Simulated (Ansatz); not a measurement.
# Frozen-mode energies of zinc-blende SnO along two unstable zone-boundary modes, LDA with plane waves

A tin oxide film forced into a tetrahedral structure is of use in a device only if its atoms stay on their sites. Where a phonon has an imaginary frequency they do not, and the shape of the energy well tells how far they move and how much energy drives them. We follow SnO, built on the zinc-blende prototype, along two such modes: one at 259i cm⁻¹ leading to space group No. 115, the other at 250i cm⁻¹ leading to No. 121. Energies are LDA values per atom, measured from the undistorted cell, with the cell and all other coordinates held. We ask what shape the wells have, and whether one quartic term added to the linear-response curvature describes how they close.

## How the numbers were made

One crystal, SnO (zinc-blende) (built on the prototype, may be hypothetical; not the structure at ambient conditions), at its high-symmetry cell. The structures stem from cells built on the prototype from tabulated radii, directly or through a relaxation at another level; cell and atoms were relaxed at zero pressure at each row's own level, inside the symmetry of the start, with no thermal or zero-point expansion. Program: Ansatz 0.2.0, plane waves, LDA, the program's default PAW potentials, scalar-relativistic without spin-orbit coupling, no spin polarisation. Wave-function cutoff 420 eV (the default for the potentials of each cell); on the k meshes (Γ-centred) the least product of divisions and cell-vector length runs from 37 to 46 Å, relaxations included. Residual pressures at rest stay under 0.01 GPa. Occupations: methfessel-paxton smearing of 0.15 eV. Harmonic modes at natural masses come from linear response (density functional perturbation theory), with the acoustic sum rule imposed. Modes off the zone centre were solved by linear response on the q mesh of each row. Each unstable mode was frozen into the smallest supercell that holds it, with the cell and all other coordinates fixed, with methfessel-paxton smearing of 0.15 eV. The tabled runs alone: cutoff 420 eV, k length 45 Å, k mesh 12×12×12. Warnings of the programs on runs behind the rows: eigensolver not converged (all rows); phonon interpolation lacks quadrupole term (all rows); vibrations at or below zero (all rows).

Notes on method and selection:

- For E = −|ω|²Q²/2 + bQ⁴ the minimum lies at Q² = |ω|²/(4b) with depth |ω|⁴/(16b).
- Cell and secondary modes are held, so relaxed phases lie deeper. For a degenerate mode the line names the space-group number that the chosen direction leaves.
- At small amplitudes the supercell's k mesh and smearing can part the frozen curve from the linear-response curvature.
- In cells without a Kohn-Sham gap the frequencies depend on k mesh and smearing; the size of that error was not measured for these rows.
- Spin-orbit coupling is left out; it matters most with heavy elements (here Sn).
- The values come from displaced cells, with forces on their atoms.
- The settings given for the tabled runs are those of the phonon run on the parent cell; the displaced supercells have k meshes of their own.
- Runs that did not converge, have known faults or may not be shown are not listed, and runs on Ansatz's PAW sets soft_1 and soft_2 are kept to separate tables.

Columns:

- amplitude Q (u¹/2 Å): mass-weighted amplitude Q of the frozen mode, per parent cell.
- harmonic term (meV/atom): harmonic term −|ω|²Q²/2 per atom of the parent cell, from the linear-response frequency.
- largest displacement (Å): largest atomic displacement.
- energy (meV/atom): energy per atom against the undistorted cell.
- anharmonic terms (meV/atom): energy minus the harmonic term: cubic, quartic and higher parts.

## The series

| member | frozen mode | amplitude Q (u¹/2 Å) | harmonic term (meV/atom) | largest displacement (Å) | energy (meV/atom) | anharmonic terms (meV/atom) |
| --- | --- | --- | --- | --- | --- | --- |
| 0.04 Å | q = (0, -0.5, -0.5), 259i cm⁻¹, to No. 115 | 0.160 | −1.58 | 0.04 | −0.96 | 0.6193 |
| 0.08 Å | q = (0, -0.5, -0.5), 259i cm⁻¹, to No. 115 | 0.320 | −6.31 | 0.08 | −2.66 | 3.647 |
| 0.14 Å | q = (0, -0.5, -0.5), 259i cm⁻¹, to No. 115 | 0.560 | −19.31 | 0.14 | −3.55 | 15.76 |
| 0.22 Å | q = (0, -0.5, -0.5), 259i cm⁻¹, to No. 115 | 0.880 | −47.68 | 0.22 | 1.04 | 48.73 |
| 0.32 Å | q = (0, -0.5, -0.5), 259i cm⁻¹, to No. 115 | 1.280 | −100.89 | 0.32 | 14.40 | 115.3 |
| 0.04 Å | q = (0.25, -0.5, -0.25), 250i cm⁻¹, to No. 121 | 0.161 | −1.49 | 0.04 | −1.48 | 0.00555 |
| 0.08 Å | q = (0.25, -0.5, -0.25), 250i cm⁻¹, to No. 121 | 0.322 | ? | ? | ? | ? |
| 0.14 Å | q = (0.25, -0.5, -0.25), 250i cm⁻¹, to No. 121 | 0.563 | −18.23 | 0.14 | −15.88 | 2.345 |
| 0.22 Å | q = (0.25, -0.5, -0.25), 250i cm⁻¹, to No. 121 | 0.885 | −45.01 | 0.22 | −31.19 | 13.82 |
| 0.32 Å | q = (0.25, -0.5, -0.25), 250i cm⁻¹, to No. 121 | 1.287 | −95.23 | 0.32 | −42.05 | 53.18 |
| 0.45 Å | q = (0.25, -0.5, -0.25), 250i cm⁻¹, to No. 121 | 1.810 | −188.33 | 0.45 | −16.52 | 171.8 |
| 0.6 Å | q = (0.25, -0.5, -0.25), 250i cm⁻¹, to No. 121 | 2.414 | −334.78 | 0.60 | 118.46 | 453.2 |

Cells marked ? are withheld until the estimate has been made.

energy (meV/atom) against amplitude Q (u¹/2 Å), members shown:

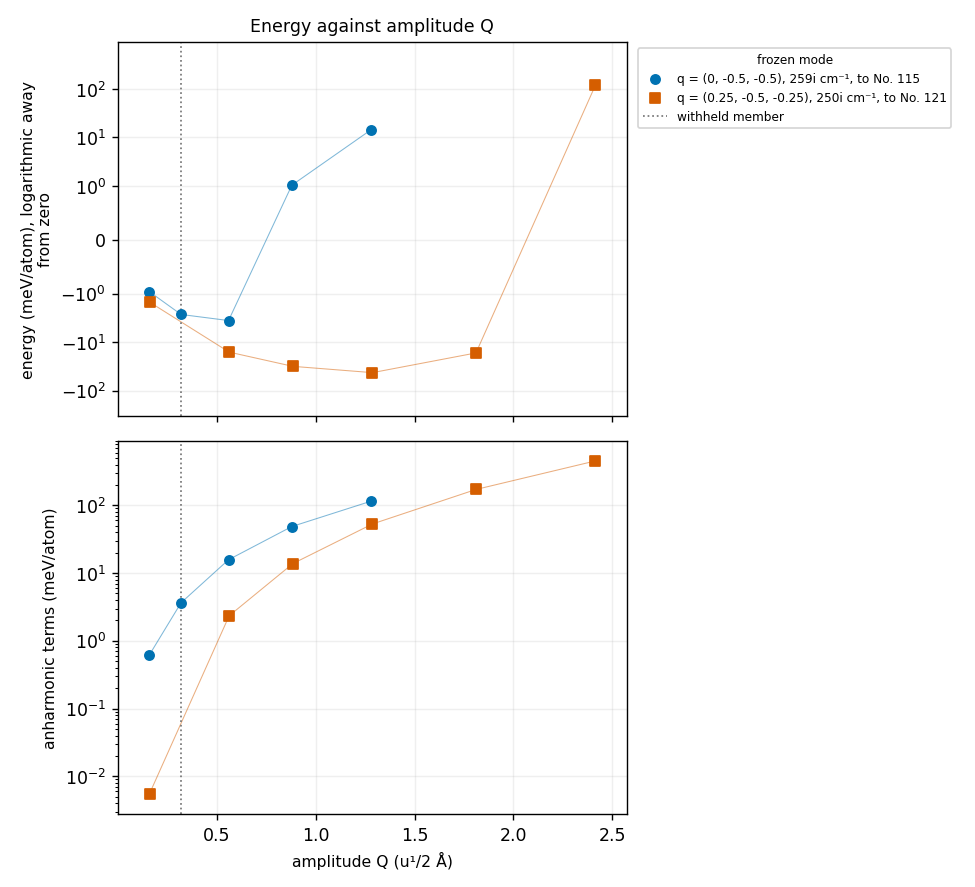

## Mechanism

The two modes have nearly equal frequencies but very different wells. Towards No. 115 the lowest row is −3.55 meV/atom at 0.14 Å, and the energy is already positive at 0.22 Å. Towards No. 121 the lowest row is −42.05 meV/atom at 0.32 Å, and the energy is positive only at 0.60 Å.

A positive quartic term gives the right kind of well, but no single coefficient fits either mode. Towards No. 121, the anharmonic energy divided by Q⁴ is 2.345 / 0.563⁴ = 23.3 at 0.14 Å and 453.2 / 2.414⁴ = 13.3 at 0.60 Å, in meV/atom per (u¹/2 Å)⁴. With the harmonic coefficient 18.23 / 0.563² = 57.5, the first value predicts a depth of 57.5² / (4 × 23.3) = 35 meV/atom, less than the row at 0.32 Å already shows. Higher terms of negative net sign therefore soften the wall.

Towards No. 115 the quartic form fails from the start. Doubling Q from 0.160 to 0.320 raises the anharmonic energy by 3.647 / 0.6193 = 5.9, where a quartic term would give 16 and a quadratic one 4. Much of this "anharmonic" energy thus behaves like a curvature that differs from linear response, for which the supercell's k mesh and the smearing are the first suspects in a crystal without a gap. If the whole 0.6193 meV/atom at 0.04 Å were such an error, growing as Q², the energy at 0.32 Å would become 14.40 − 64 × 0.6193 = −25.2 meV/atom. Over the rows shown, the No. 121 path would still reach the lower energy, though by a much smaller factor.

Short-range repulsion between approaching ions is the usual source of positive terms at large displacement. Against it can work the mixing of Sn 5s and 5p states into a lopsided lone pair, but only where the Sn site turns polar. Towards No. 115 symmetry forbids this: only O moves, and each Sn keeps a fourfold rotoinversion axis, half of them with four longer and half with four shorter bonds. Towards No. 121 polar Sn sites are allowed, which may be why that well is deeper. The closing of the band overlap is a less likely cause, since on that path it comes only at 0.60 Å, beyond the lowest row.

## Estimating the withheld member

Plain estimates from the members shown:

- 0.08 Å (q = (0.25, -0.5, -0.25), 250i cm⁻¹, to No. 121), straight-line interpolation between 0.04 Å and 0.14 Å: w = (0.322 − 0.161) / (0.563 − 0.161) = 0.400, so −1.48 + 0.400 × (−15.88 − (−1.48)) = −7.25 meV/atom
- 0.08 Å (q = (0.25, -0.5, -0.25), 250i cm⁻¹, to No. 121), from its own q = (0, -0.5, -0.5), 259i cm⁻¹, to No. 115 value plus the mean shift q = (0.25, -0.5, -0.25), 250i cm⁻¹, to No. 121 − q = (0, -0.5, -0.5), 259i cm⁻¹, to No. 115 over the other 4 members (−25.38, standard deviation 21): −2.66 − 25.38 = −28.04 meV/atom

The missing row lies at 0.08 Å on the path to No. 121. The straight line in Q gives −7.25 meV/atom, which is too low because an inverted parabola runs above its chord. The shift from the other mode gives −28.04, which is worse, since that shift grows with amplitude and its mean is set by the large displacements.

We take the harmonic and anharmonic parts separately. The harmonic term scales as the square of the displacement: −95.23 × (0.08 / 0.32)² = −5.95 meV/atom.

For the anharmonic part we interpolate its ratio to Q² linearly in Q², which allows for a small curvature mismatch as well as a quartic term. The ratio is 0.00555 / 0.161² = 0.214 at 0.04 Å and 2.345 / 0.563² = 7.40 at 0.14 Å. At Q = 0.322 this gives 0.214 + (7.40 − 0.214) × (0.322² − 0.161²) / (0.563² − 0.161²) = 2.13, and 2.13 × 0.322² = 0.221 meV/atom.

We try the same route on the shown row at 0.14 Å, from its neighbours at 0.04 and 0.22 Å. The ratio at 0.22 Å is 13.82 / 0.885² = 17.6, so the interpolated ratio is 0.214 + (17.6 − 0.214) × (0.563² − 0.161²) / (0.885² − 0.161²) = 6.90, and 6.90 × 0.563² = 2.19 meV/atom. This is too low by a factor of 2.345 / 2.19 = 1.07. The cause is the curvature of the ratio, which has the same sense here, so we apply the factor: 1.07 × 0.221 = 0.24. The sum is −5.95 + 0.24 = −5.71 meV/atom.

On the 0.08 Å row of the other mode the uncorrected route falls short by about 13 %. That share of 0.24 is 0.03 meV/atom, which we take as the standard deviation.

**Committed estimate, 0.08 Å (q = (0.25, -0.5, -0.25), 250i cm⁻¹, to No. 121): energy = −5.71 ± 0.03 meV/atom.**

## Check

| member | frozen mode | amplitude Q (u¹/2 Å) | harmonic term (meV/atom) | largest displacement (Å) | energy (meV/atom) | anharmonic terms (meV/atom) |
| --- | --- | --- | --- | --- | --- | --- |
| 0.08 Å | q = (0.25, -0.5, -0.25), 250i cm⁻¹, to No. 121 | 0.322 | −5.95 | 0.08 | −5.76 | 0.1912 |

| member | estimate | energy (meV/atom) | computed | estimate − computed | miss in error bars |
| --- | --- | --- | --- | --- | --- |
| 0.08 Å (q = (0.25, -0.5, -0.25), 250i cm⁻¹, to No. 121) | committed | −5.71 | −5.76 | +0.05 | 1.7 |
| 0.08 Å (q = (0.25, -0.5, -0.25), 250i cm⁻¹, to No. 121) | interpolation | −7.25 | −5.76 | −1.49 |  |
| 0.08 Å (q = (0.25, -0.5, -0.25), 250i cm⁻¹, to No. 121) | shift from q = (0, -0.5, -0.5), 259i cm⁻¹, to No. 115 | −28.04 | −5.76 | −22.28 |  |

energy (meV/atom) against amplitude Q (u¹/2 Å):

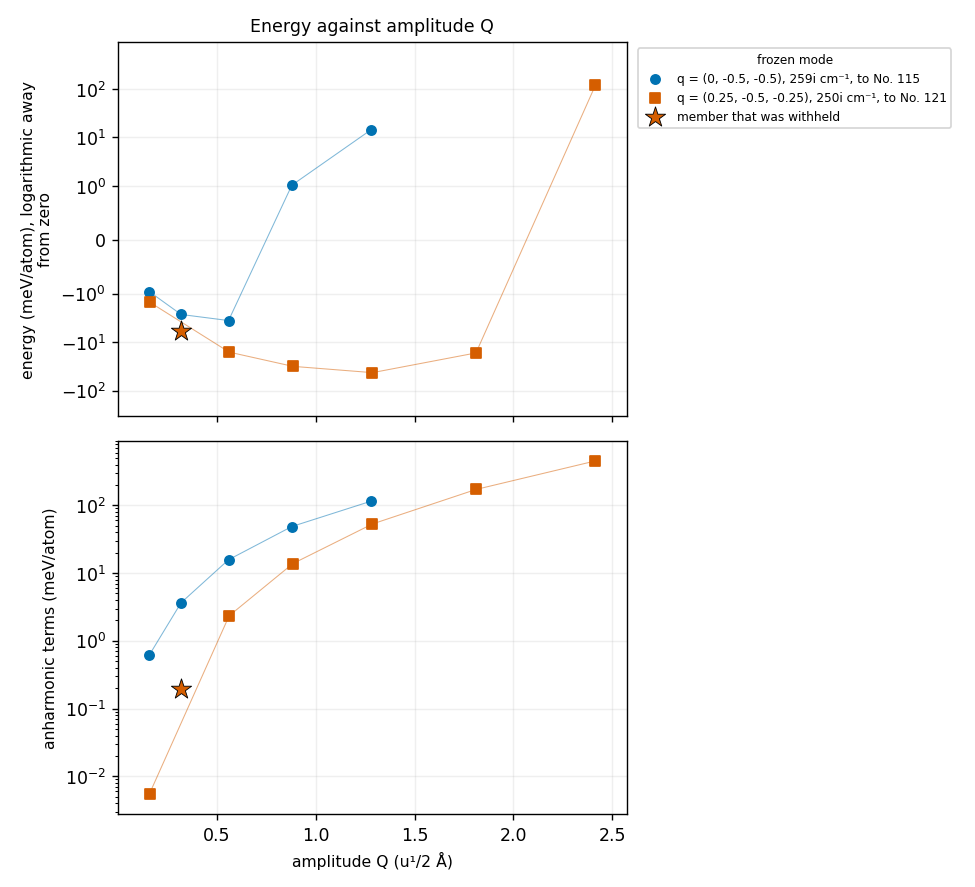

The estimate of −5.71 meV/atom lies 0.05 above the computed −5.76, outside its error bar by a factor of 1.7. It is still far nearer than the straight line, which missed by 1.49, and the shift from the other mode, which missed by 22.28.

Splitting off the harmonic term held, since that term makes up nearly the whole energy at 0.08 Å. The correction factor of 1.07 failed. Without it the anharmonic part would have been 0.221 meV/atom and the energy −5.95 + 0.221 = −5.73 meV/atom; the computed part is 0.1912. We had assumed that the ratio of anharmonic energy to Q² bends the same way at small and at larger amplitudes, and it does not. The error bar, taken from a single row of the other mode, was too narrow.

On this path the frozen mode follows the linear-response curvature closely at small amplitude, and the positive anharmonic terms are still weak at 0.08 Å.

## Outliers

The 0.04 and 0.08 Å rows towards No. 115 depart most from a quartic law. Their anharmonic energy divided by Q⁴ is 0.6193 / 0.160⁴ = 945 and 3.647 / 0.320⁴ = 348 meV/atom per (u¹/2 Å)⁴, against 115.3 / 1.280⁴ = 43 at 0.32 Å.

A curvature error from k mesh and smearing may contribute, but it cannot be the whole cause. It would leave the anharmonic energy divided by Q² constant, whereas this ratio rises from 0.6193 / 0.160² = 24 to 115.3 / 1.280² = 70. Nor does an added quartic term mend this, since the ratio would then rise in a straight line with Q², but it already reaches 15.76 / 0.560² = 50 at 0.14 Å. A likely further part comes from electrons near the Fermi level. Linear response counts the energy they gain when the distortion splits their levels, and that gain grows more slowly than Q² once the splitting exceeds the smearing. The missing gain appears as a positive anharmonic term, as observed, and the strong change in band overlap along this path fits the picture.

Towards No. 121 the 0.60 Å row stands out by its energy of 118.46 meV/atom, which reflects the large displacement and short-range repulsion.

## Conclusions

A positive quartic term can close both wells, but one coefficient does not describe either over the rows shown. Towards No. 121 it stays between 0.1912 / 0.322⁴ = 17.8 and 2.345 / 0.563⁴ = 23.3 from 0.08 to 0.32 Å; towards No. 115 it has no useful range.

For a further amplitude towards No. 121, interpolating the anharmonic energy divided by Q² linearly in Q² misses by 0.03 meV/atom at 0.08 Å, but by about 4 at 0.32 Å and roughly 9 at 0.45 Å when neighbouring rows are used.

The lowest row lies 2 × 42.05 = 84 meV per formula unit below the undistorted cell, roughly three times the thermal energy at room temperature.

Relaxing the cell and secondary modes can only deepen the wells, by an amount that this table does not give. LDA usually makes gaps too small, so the band overlap, and with it the small-amplitude response towards No. 115, may change at a higher level.
